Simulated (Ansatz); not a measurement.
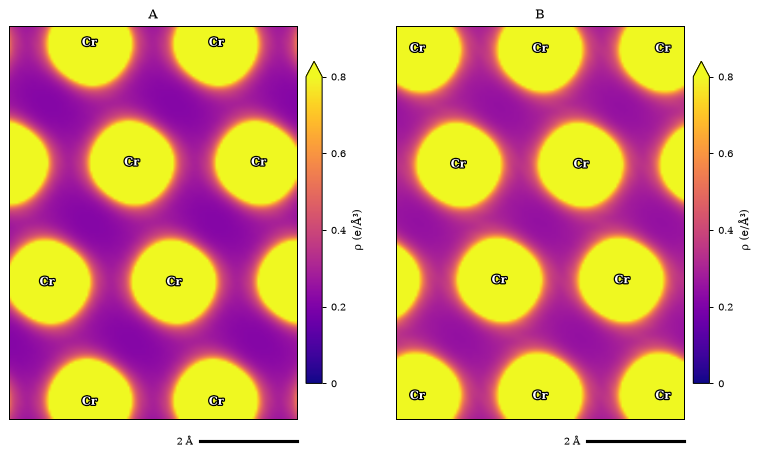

Cr. The valence electron density of two cells that differ in size, on the (100) plane of each (indices in the axes of the calculation cell), at one length scale and on one colour scale: A has 13.9 Å³ an atom and B 12.6.

These are results of Kohn-Sham DFT of a periodic cell, r2SCAN, Ansatz PAW in Ansatz, not measurements.

The larger cell:

```cif
data_structure
_symmetry_space_group_name_H-M 'P 1'
_symmetry_Int_Tables_number 1
_cell_length_a 2.6216
_cell_length_b 2.6216
_cell_length_c 2.6216
_cell_angle_alpha 109.471
_cell_angle_beta 109.471
_cell_angle_gamma 109.471
_cell_volume 13.87
loop_
_atom_site_label
_atom_site_type_symbol
_atom_site_fract_x
_atom_site_fract_y
_atom_site_fract_z
_atom_site_occupancy
Cr1 Cr 0.00000 0.00000 0.00000 1
```

The smaller cell: a = 2.536 Å, b = 2.536 Å, c = 2.536 Å, α = 109.47°, β = 109.47°, γ = 109.47°.

Question: What changes from the larger cell to the smaller?

Answer: From the larger cell to the smaller, Cr–Cr goes from 2.62 to 2.54 Å, and the density at its midpoint from 0.3 to 0.35 e/Å³; the pressure goes from −37 to −23 GPa.
